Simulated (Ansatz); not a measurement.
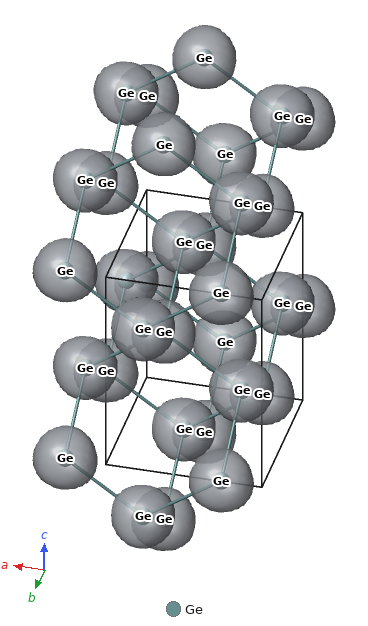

Figure. Ge. Isosurface of the valence pseudo-density at 0.8 e/Å³ (grey), seen at an oblique angle. Sticks mark near contacts.

Space group I4₁/amd; changed on purpose from its base cell (strain -0.0100 x Voigt [0, 1, 0, 0, 0, 0], atoms carried along).

Theory: Ansatz, DFT PBEsol, scalar-relativistic, plane waves, PAW.

Core electrons are frozen (PAW), and the valence fields are smoothed inside the atomic spheres.

How is the density connected at this value?

Answer. At this value the density breaks into separate islands; it holds about 70 % of the electrons treated as valence (semicore included). It bridges none of the near contacts. It is pinched off along the sampled Ge–Ge (2.44 Å) contacts. On the grid the lowest density along these lines, outside the cores, is 0.51 e/Å³ (Ge–Ge, 2.44 Å).
